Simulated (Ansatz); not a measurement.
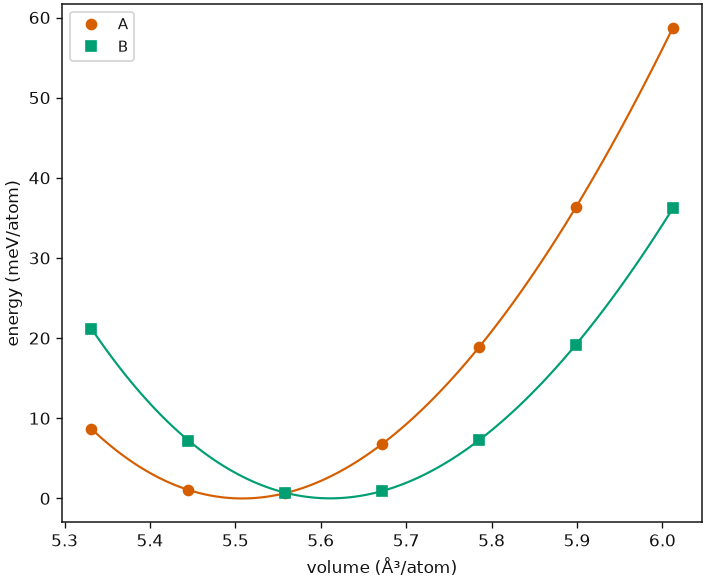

The figure compares two calculations of the energy against volume, each curve from its own zero. The first is for C, space group Fd-3m (No. 227).

The cell holds 2 atoms.

Calculation (Ansatz 0.2.0): all-electron LAPW DFT, no spin polarisation; energies at scaled volumes of the given cell, shape and fractions fixed, counted from the fit's minimum, third-order Birch-Murnaghan fit. Level: PBEsol.

k mesh 13×13×13; occupations Fermi–Dirac; smearing width 0.05 eV; potentials all electron LAPW, scalar relativistic; program settings basis error eV/atom 0.001.

In the second, the level changes from PBEsol to LDA. The second calculation uses occupations Gaussian.

### Which of A and B is the second calculation, and what did the change do?

A. The equilibrium volume falls from 5.61 to 5.51 Å³/atom (−1.8 %) and the bulk modulus rises from 450 to 468 GPa (+4.0 %).

V0 and the bulk modulus come from third-order Birch–Murnaghan fits.
